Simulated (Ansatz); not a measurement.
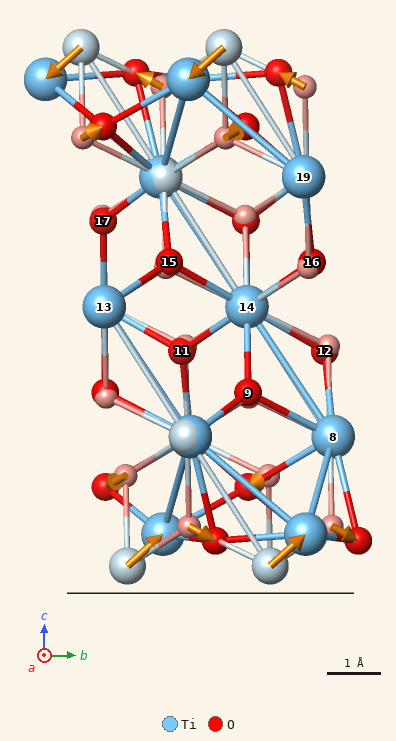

A (1 0 1) slab of TiO2 as cut from the relaxed bulk, drawn pale, and a changed version of it, drawn solid. The orange arrows show how the atoms are displaced, at true length. A ball-and-stick model of the 2 × 1 repeat of the cell, outlined in the plane, without the vacuum, seen along the a axis.

Method: Ansatz 0.2.0, DFT PBEsol, scalar-relativistic, plane waves, PAW. (plane-wave cutoff 420 eV; occupations gaussian; no spin polarisation) The k-mesh is chosen for each cell (6×6×10, 6×5×1). Smearing widths differ between the runs.

Question: What was done to the structure, and with what result?

Answer: The atoms of the slab are relaxed at the bulk's in-plane cell. The slab isn't stoichiometric; relaxing it gains 1.740 J/m². The top spacing, between the Ti2 and O2 planes, goes from 0.75 to -0.13 Å (−117.0 %), the bottom one (Ti2 to O2) from 0.75 to -0.13 Å (−117.0 %). The cell stays as it was. The largest moves relative to the layer's centre, 0.91 Å, are those of Ti atoms. By element the largest moves are Ti 0.91 Å, O 0.65 Å. Near-neighbour distances before and after: O–Ti 3.486 → 2.060 Å, Ti–Ti 3.564 → 2.943 to 3.061 Å, O–Ti 1.942 → 1.901 to 2.152 Å, O–Ti 1.977 → 1.840 to 2.142 Å. New contacts form: O–Ti (3.49 → 2.06 Å).
